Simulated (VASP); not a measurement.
# BN: GW quasiparticle gap

How does the gap of BN change from the starting functional to GW? The cell has space group P6_3/mmc. The start is a cell from a database of measured crystal structures.

Calculated with VASP 6.6.1; PBE; plane waves and PAW (B_GW, N_GW), in the first sound run; inputs show where later runs differ.

**1. The starting structure**

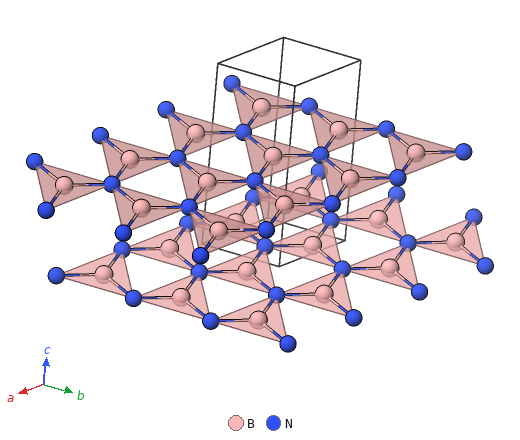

The cell as given, from a free direction (boron pink, nitrogen blue). 4×3×1 cells are drawn. Some periodic images of atoms are drawn too.

Structure file:

```xyz
4
Lattice="2.5040 0.0000 0.0000 -1.2520 2.1685 0.0000 0.0000 0.0000 6.6612" Properties=species:S:1:pos:R:3 pbc="T T T"
B     0.0000    1.4457    1.6653
B     1.2520    0.7228    4.9959
N     0.0000    1.4457    4.9959
N     1.2520    0.7228    1.6653
```

**2. Ground state, k-mesh 3×3×2**

The orbitals come from a self-consistent PBE run with a tight EDIFF and a narrow smearing. KPOINTS_OPT adds the bands along a path, which shows whether the mesh holds the band edges.

Contents of INCAR:

```
SYSTEM = BN
PREC = Accurate
ENCUT = 450
EDIFF = 1E-08
NELM = 100
ISMEAR = 0
SIGMA = 0.01
LREAL = .FALSE.
ALGO = Normal
GGA = PE
NBANDS = 14
LORBIT = 11
LWAVE = .TRUE.
LCHARG = .FALSE.
KPAR = 2
```

Contents of POSCAR:

```
BN
1.0
    2.5039900000      0.0000000000      0.0000000000
   -1.2519950000      2.1685189508      0.0000000000
    0.0000000000      0.0000000000      6.6612000000
B N
2 2
Direct
    0.3333333333      0.6666666667      0.2500000000
    0.6666666667      0.3333333333      0.7500000000
    0.3333333333      0.6666666667      0.7500000000
    0.6666666667      0.3333333333      0.2500000000
```

Contents of KPOINTS:

```
Automatic mesh
0
Gamma
3 3 2
0 0 0
```

Contents of KPOINTS_OPT:

```
Line mode
12
Line-mode
Reciprocal
  0.00000000   0.00000000   0.00000000 GAMMA
  0.50000000   0.00000000   0.00000000 M

  0.50000000   0.00000000   0.00000000 M
  0.33333333   0.33333333   0.00000000 K

  0.33333333   0.33333333   0.00000000 K
  0.00000000   0.00000000   0.00000000 GAMMA

  0.00000000   0.00000000   0.00000000 GAMMA
  0.00000000   0.00000000   0.50000000 A

  0.00000000   0.00000000   0.50000000 A
  0.50000000   0.00000000   0.50000000 L

  0.50000000   0.00000000   0.50000000 L
  0.33333333   0.33333333   0.50000000 H

  0.33333333   0.33333333   0.50000000 H
  0.00000000   0.00000000   0.50000000 A

  0.50000000   0.00000000   0.50000000 L
  0.50000000   0.00000000   0.00000000 M

  0.33333333   0.33333333   0.00000000 K
  0.33333333   0.33333333   0.50000000 H
```

PAW data sets: B_GW and N_GW (PBE family, release 64).

Command:

```
$ mpirun -np 8 vasp_std
```

Output:

```text
[banner, memory and clock lines left out]
running    8 mpi-ranks, on    1 nodes
 distrk:  each k-point on    4 cores,    2 groups
 distr:  one band on    1 cores,    4 groups

 POSCAR found type information on POSCAR B N
 POSCAR found :  2 types and       4 ions
|                                                                             |
|           W    W    AA    RRRRR   N    N  II  N    N   GGGG   !!!           |
|           W    W   A  A   R    R  NN   N  II  NN   N  G    G  !!!           |
|           W    W  A    A  R    R  N N  N  II  N N  N  G       !!!           |
|           W WW W  AAAAAA  RRRRR   N  N N  II  N  N N  G  GGG   !            |
|           WW  WW  A    A  R   R   N   NN  II  N   NN  G    G                |
|           W    W  A    A  R    R  N    N  II  N    N   GGGG   !!!           |
|                                                                             |
|     For optimal performance we recommend to set                             |
|       NCORE = 2 up to number-of-cores-per-socket                            |
|     NCORE specifies how many cores store one orbital (NPAR=cpu/NCORE).      |
|     This setting can greatly improve the performance of VASP for DFT.       |
|     The default, NCORE=1 might be grossly inefficient on modern             |
|     multi-core architectures or massively parallel machines. Do your        |
|     Unfortunately you need to use the default for GW and RPA                |
|     calculations (for HF NCORE is supported but not extensively tested      |
|     yet).                                                                   |
|                                                                             |

 LDA part: xc-table for (Slater+PW92), standard interpolation
|                                                                             |
|           W    W    AA    RRRRR   N    N  II  N    N   GGGG   !!!           |
|           W    W   A  A   R    R  NN   N  II  NN   N  G    G  !!!           |
|           W    W  A    A  R    R  N N  N  II  N N  N  G       !!!           |
|           W WW W  AAAAAA  RRRRR   N  N N  II  N  N N  G  GGG   !            |
|           WW  WW  A    A  R   R   N   NN  II  N   NN  G    G                |
|           W    W  A    A  R    R  N    N  II  N    N   GGGG   !!!           |
|                                                                             |
|     The number of bands has been changed from the values supplied in        |
|     The orbitals not found in the WAVECAR file will be initialized with     |
|     random numbers, which is usually adequate. For correlated               |
|     calculations, however, you should redo the groundstate calculation.     |
|     I found NBANDS = 14. Now, NBANDS = 16.                                  |
|                                                                             |

 POSCAR, INCAR and KPOINTS ok, starting setup
 FFT: planning ... GRIDC
 FFT: planning ... GRID_SOFT
 FFT: planning ... GRID
 WAVECAR not read
 entering main loop
       N       E                     dE             d eps       ncg     rms          rms(c)
DAV:   1     0.695816296632E+02    0.69582E+02   -0.74884E+03   192   0.858E+02
DAV:   2    -0.339155765383E+02   -0.10350E+03   -0.92700E+02   264   0.293E+02
DAV:   3    -0.384742962989E+02   -0.45587E+01   -0.45186E+01   280   0.574E+01
DAV:   4    -0.385364024176E+02   -0.62106E-01   -0.62099E-01   224   0.775E+00
DAV:   5    -0.385378269007E+02   -0.14245E-02   -0.14235E-02   272   0.950E-01    0.106E+01
DAV:   6    -0.353381411156E+02    0.31997E+01   -0.48749E+00   256   0.232E+01    0.374E+00
DAV:   7    -0.350375919605E+02    0.30055E+00   -0.57455E-01   288   0.668E+00    0.211E+00
DAV:   8    -0.349619453339E+02    0.75647E-01   -0.23191E-01   248   0.458E+00    0.384E-01
DAV:   9    -0.349600723973E+02    0.18729E-02   -0.21899E-02   272   0.153E+00    0.247E-01
DAV:  10    -0.349603252089E+02   -0.25281E-03   -0.16897E-03   232   0.510E-01    0.548E-02
DAV:  11    -0.349603852402E+02   -0.60031E-04   -0.39592E-04   296   0.192E-01    0.218E-02
DAV:  12    -0.349603852148E+02    0.25335E-07   -0.21116E-05   248   0.509E-02    0.317E-03
DAV:  13    -0.349603858009E+02   -0.58603E-06   -0.71000E-07   288   0.696E-03    0.193E-03
DAV:  14    -0.349603858129E+02   -0.12017E-07   -0.33812E-07   248   0.591E-03    0.154E-04
DAV:  15    -0.349603858455E+02   -0.32613E-07   -0.17292E-08   256   0.114E-03    0.276E-04
DAV:  16    -0.349603858510E+02   -0.55411E-08   -0.21043E-09   192   0.729E-04
   1 F= -.34960386E+02 E0= -.34960386E+02  d E =-.187364E-15
 Start KPOINTS_OPT (optional k-point list driver)
k-point batch [1-6\108]
       N       E                     dE             ncg
DAV:   1     0.292092780749E+03   -0.34454E+03      192
DAV:   2    -0.386419386147E+03   -0.67851E+03      312
DAV:   3    -0.412256032039E+03   -0.25837E+02      280
DAV:   4    -0.412612457222E+03   -0.35643E+00      216
DAV:   5    -0.412623640824E+03   -0.11184E-01      304
DAV:   6    -0.412623932636E+03   -0.29181E-03      256
DAV:   7    -0.412623942211E+03   -0.95754E-05      280
DAV:   8    -0.412623942784E+03   -0.57309E-06      224
DAV:   9    -0.412623942821E+03   -0.36700E-07      216
DAV:  10    -0.412623942824E+03   -0.30281E-08      184
[...]
k-point batch [103-108\108]
       N       E                     dE             ncg
DAV:   1     0.389082782771E+02   -0.47340E+04      192
DAV:   2    -0.451152314856E+03   -0.49006E+03      256
DAV:   3    -0.473952435397E+03   -0.22800E+02      280
DAV:   4    -0.474294196105E+03   -0.34176E+00      264
DAV:   5    -0.474302984234E+03   -0.87881E-02      280
DAV:   6    -0.474303319138E+03   -0.33490E-03      264
DAV:   7    -0.474303335926E+03   -0.16788E-04      296
DAV:   8    -0.474303336416E+03   -0.49050E-06      280
DAV:   9    -0.474303336445E+03   -0.28764E-07      272
DAV:  10    -0.474303336447E+03   -0.20801E-08      232
 writing wavefunctions
```

It took 6.6 s on 8 MPI ranks of AMD EPYC 7R43, shared host; peak memory 0.66 GiB; 47 s of CPU time.

Lines that name or quote the potential files are left out of all logs, and their timing lines are given in words.

Parts of OUTCAR (step 2):

```text
ion  position               nearest neighbor table
   1  0.333  0.667  0.250-   4 1.45   4 1.45   4 1.45
   2  0.667  0.333  0.750-   3 1.45   3 1.45   3 1.45
   3  0.333  0.667  0.750-   2 1.45   2 1.45   2 1.45
   4  0.667  0.333  0.250-   1 1.45   1 1.45   1 1.45

  LATTYP: Found a hexagonal cell.
 ALAT       =     2.5039900000
 C/A-ratio  =     2.6602342661

 Subroutine GETGRP returns: Found 24 space group operations
 (whereof 12 operations were pure point group operations)

The static configuration has the point symmetry D_3d.
 The point group associated with its full space group is D_6h.

 Found      6 irreducible k-points:

   k-points           NKPTS =      6   k-points in BZ     NKDIM =      6   number of bands    NBANDS=     16

   dimension x,y,z NGX =    18 NGY =   18 NGZ =   48
   dimension x,y,z NGXF=    36 NGYF=   36 NGZF=   96

   ENCUT  =  450.0 eV  33.07 Ry    5.75 a.u.   4.33  4.33 11.52*2*pi/ulx,y,z

   NELECT =      16.0000    total number of electrons

 k-points in reciprocal lattice and weights: Automatic mesh
   0.00000000  0.00000000  0.00000000       0.056
   0.33333333  0.00000000  0.00000000       0.333
   0.33333333  0.33333333  0.00000000       0.111
   0.00000000  0.00000000  0.50000000       0.056
   0.33333333  0.00000000  0.50000000       0.333
   0.33333333  0.33333333  0.50000000       0.111

 average (electrostatic) potential at core
       1 -28.8410       2 -28.8410       3 -63.7443       4 -63.7443

 E-fermi :   2.3773

 k-point     1 :       0.0000    0.0000    0.0000
  band No.  band energies     occupation
    ...
      4      -1.7967      2.00000
      5       1.0018      2.00000
      6       1.0018      2.00000
      7       1.0354      2.00000
      8       1.0354      2.00000
      9       7.5276      0.00000
     10      12.5943      0.00000
     11      13.8593      0.00000
     12      13.8593      0.00000
     13      13.9809      0.00000
    ...

 k-point     2 :       0.3333    0.0000    0.0000
  band No.  band energies     occupation
    ...
      4      -4.4986      2.00000
      5      -1.2614      2.00000
      6      -1.2020      2.00000
      7      -1.0883      2.00000
      8       0.6235      2.00000
      9       9.2061      0.00000
     10      10.0193      0.00000
     11      10.4765      0.00000
     12      12.5487      0.00000
     13      13.7586      0.00000
    ...

 k-point     3 :       0.3333    0.3333    0.0000
  band No.  band energies     occupation
    ...
      4      -5.4963      2.00000
      5      -4.8352      2.00000
      6      -4.8352      2.00000
      7       2.2457      2.00000
      8       2.2457      2.00000
      9       7.1613      0.00000
     10       7.1613      0.00000
     11      13.0689      0.00000
     12      15.5325      0.00000
     13      15.5325      0.00000
    ...

  Total        0.0733261      0.0733261      0.0379138      0.0000000     -0.0000000      0.0000000
  in kB        3.2480357      3.2480357      1.6794221      0.0000000     -0.0000000      0.0000000
  external PRESSURE =       2.7251645 kB  Pullay stress =       0.0000000 kB

  energy-cutoff  :      450.00
  volume of cell :       36.17
      direct lattice vectors                 reciprocal lattice vectors
     2.503990000  0.000000000  0.000000000     0.399362617  0.230572115  0.000000000
    -1.251995000  2.168518951  0.000000000     0.000000000  0.461144229  0.000000000
     0.000000000  0.000000000  6.661200000     0.000000000  0.000000000  0.150123101

 POSITION                                       TOTAL-FORCE (eV/Angst)
 -----------------------------------------------------------------------------------
     -0.00000      1.44568      1.66530         0.000000      0.000000      0.000000
      1.25200      0.72284      4.99590        -0.000000     -0.000000      0.000000
     -0.00000      1.44568      4.99590         0.000000      0.000000      0.000000
      1.25200      0.72284      1.66530         0.000000      0.000000      0.000000
 -----------------------------------------------------------------------------------
    total drift:                               -0.000000      0.000000      0.000000

  FREE ENERGIE OF THE ION-ELECTRON SYSTEM (eV)
  ---------------------------------------------------
  free  energy   TOTEN  =       -34.9603858510 eV

  energy  without entropy=      -34.9603858510  energy(sigma->0) =      -34.96038585

 total charge
# of ion       s       p       d       tot
------------------------------------------
    1        0.694   1.323   0.000   2.017
    2        0.694   1.323   0.000   2.017
    3        1.179   2.737   0.000   3.916
    4        1.179   2.737   0.000   3.916
--------------------------------------------------
tot          3.745   8.121   0.000  11.866

[... 3 further parts left out ...]
```

This step gave:

```yaml
free_energy_toten: -34.96 eV
fermi_energy: 2.377 eV
pressure: 0.2725 GPa
least_gap_on_mesh_and_path: 4.209 eV
least_direct_gap_on_mesh_and_path: 4.626 eV
```

The highest empty bands on the path are converged less tightly, to about 0.1 eV. The electronic bands at the labelled points (eV, zero at the valence-band top; v1 is the highest filled band, c1 the lowest empty one):

| point | v4 | v3 | v2 | v1 | c1 | c2 | c3 | c4 |
| --- | --- | --- | --- | --- | --- | --- | --- | --- |
| Γ | -1.37 | -1.37 | -1.33 | -1.33 | 5.16 | 10.22 | 11.49 | 11.49 |
| M | -4.19 | -4.12 | -1.49 | -0.48 | 4.21 | 5.57 | 9.47 | 9.89 |
| K | -7.21 | -7.21 | -0.12 | -0.12 | 4.79 | 4.79 | 10.70 | 13.16 |
| Γ | -1.37 | -1.37 | -1.33 | -1.33 | 5.16 | 10.22 | 11.49 | 11.49 |
| A | -1.35 | -1.35 | -1.35 | -1.35 | 7.52 | 7.52 | 11.55 | 11.55 |
| L | -4.16 | -4.16 | -0.97 | -0.97 | 4.67 | 4.67 | 9.85 | 9.85 |
| H | -7.21 | -7.21 | -0.05 | -0.05 | 4.58 | 4.58 | 11.92 | 11.92 |
| A | -1.35 | -1.35 | -1.35 | -1.35 | 7.52 | 7.52 | 11.55 | 11.55 |
| jump to L | -4.16 | -4.16 | -0.97 | -0.97 | 4.67 | 4.67 | 9.85 | 9.85 |
| M | -4.19 | -4.12 | -1.49 | -0.48 | 4.21 | 5.57 | 9.47 | 9.89 |
| jump to K | -7.21 | -7.21 | -0.12 | -0.12 | 4.79 | 4.79 | 10.70 | 13.16 |
| H | -7.21 | -7.21 | -0.05 | -0.05 | 4.58 | 4.58 | 11.92 | 11.92 |

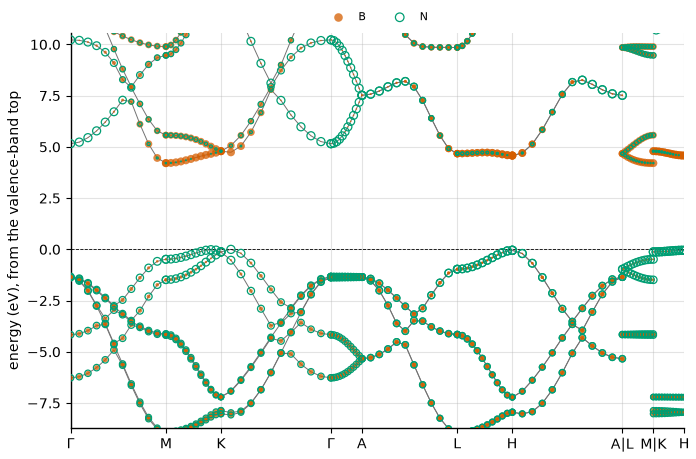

Electronic bands along the path; dots are coloured as in the legend, and their area grows with the weight.

The cell has a gap of 4.21 eV on mesh and path.

**3. Empty bands, k-mesh 3×3×2**

The next step needs empty bands that the ground-state run didn't converge, so the Hamiltonian is diagonalised exactly for NBANDS bands, in a single step. LOPTICS writes the k-derivatives of the orbitals (WAVEDER), which give the long-wavelength limit of the screening.

Contents of INCAR:

```
SYSTEM = BN
PREC = Accurate
ENCUT = 450
ISMEAR = 0
SIGMA = 0.01
LREAL = .FALSE.
GGA = PE
NBANDS = 88
ALGO = Exact
NELM = 1
LWAVE = .TRUE.
LCHARG = .FALSE.
LOPTICS = .TRUE.
NEDOS = 1000
CSHIFT = 0.1
```

POSCAR is that of step 2.

KPOINTS is that of step 2.

Command:

```
$ mpirun -np 8 vasp_std
```

Output:

```text
[banner, memory and clock lines left out]
running    8 mpi-ranks, on    1 nodes
 distrk:  each k-point on    8 cores,    1 groups
 distr:  one band on    1 cores,    8 groups

 POSCAR found type information on POSCAR B N
 POSCAR found :  2 types and       4 ions
 [... a notice as in an earlier step ...]

 LDA part: xc-table for (Slater+PW92), standard interpolation
 found WAVECAR, reading the header
  number of bands has changed, file:    16 present:    88
  trying to continue reading WAVECAR, but it might fail
 POSCAR, INCAR and KPOINTS ok, starting setup
 FFT: planning ... GRIDC
 FFT: planning ... GRID_SOFT
 FFT: planning ... GRID
 reading WAVECAR
 random initialization beyond band           16
 the WAVECAR file was read successfully
 initial charge from wavefunction
 entering main loop
       N       E                     dE             d eps       ncg     rms          rms(c)
DIA:   1    -0.349603858485E+02   -0.34960E+02    0.00000E+00     0   0.000E+00
   1 F= -.34960386E+02 E0= -.34960386E+02  d E =-.732614E-62
 writing wavefunctions
 optical routines
 imaginary and real dielectric function
 recalculating local potential from charge density
 direction            1
 direction            2
 direction            3
```

Elapsed: 3 s, on 8 MPI ranks; peak memory 0.76 GiB; 18 s of CPU time.

From OUTCAR (step 3):

```text
 Found      6 irreducible k-points:

   k-points           NKPTS =      6   k-points in BZ     NKDIM =      6   number of bands    NBANDS=     88

   NELECT =      16.0000    total number of electrons

 E-fermi :   2.4397

 k-point     1 :       0.0000    0.0000    0.0000
  band No.  band energies     occupation
    ...
      4      -1.7967      2.00000
      5       1.0017      2.00000
      6       1.0017      2.00000
      7       1.0354      2.00000
      8       1.0354      2.00000
      9       7.5276      0.00000
     10      12.5942      0.00000
     11      13.8593      0.00000
     12      13.8593      0.00000
     13      13.9809      0.00000
    ...

 k-point     3 :       0.3333    0.3333    0.0000
  band No.  band energies     occupation
    ...
      4      -5.4964      2.00000
      5      -4.8352      2.00000
      6      -4.8352      2.00000
      7       2.2457      2.00000
      8       2.2457      2.00000
      9       7.1613      0.00000
     10       7.1613      0.00000
     11      13.0689      0.00000
     12      15.5325      0.00000
     13      15.5325      0.00000
    ...

  Total        0.0736670      0.0736670      0.0384345      0.0000000     -0.0000000      0.0000000
  in kB        3.2631390      3.2631390      1.7024879      0.0000000     -0.0000000      0.0000000
  external PRESSURE =       2.7429220 kB  Pullay stress =       0.0000000 kB

 POSITION                                       TOTAL-FORCE (eV/Angst)
 -----------------------------------------------------------------------------------
     -0.00000      1.44568      1.66530        -0.000000     -0.000000      0.000000
      1.25200      0.72284      4.99590         0.000000      0.000000      0.000000
     -0.00000      1.44568      4.99590        -0.000000     -0.000000      0.000000
      1.25200      0.72284      1.66530        -0.000000      0.000000      0.000000
 -----------------------------------------------------------------------------------
    total drift:                               -0.000000      0.000000      0.000000

  FREE ENERGIE OF THE ION-ELECTRON SYSTEM (eV)
  ---------------------------------------------------
  free  energy   TOTEN  =       -34.9603858485 eV

  energy  without entropy=      -34.9603858485  energy(sigma->0) =      -34.96038585

 plasma frequency squared (from intraband transitions) (eV^2)
  --------------------------------------------------------------------------------------
       0.000       0.000       0.000
      -0.000       0.000       0.000
       0.000       0.000       0.000

[... 10 parts as in an earlier step ...]

[... 3 further parts left out ...]
```

WAVECAR now holds 88 bands for 16 electrons. Its independent-particle dielectric tensor has xx, yy, zz = 5.5, 5.5, 3.1 on this mesh, which isn't tested for convergence in mesh or bands and lacks local fields.

(Part 1 of 3 ends here.)

[Lines on the potential files, build, host, timing and source positions are cut from VASP's logs without a mark.]

[Logs are printed without paths, hosts, clocks, repeated set-up lines and the standing remarks that a program may print on its own settings, such as how far it seeks lower states.]

[Hosts, paths, dates, database ids (printed as entryN), source tags and the programs' standing remarks are cut or masked in the printed files.]

[Pressures printed for these runs are not shown converged in the cutoff: they can be off by several GPa and have the wrong sign.]
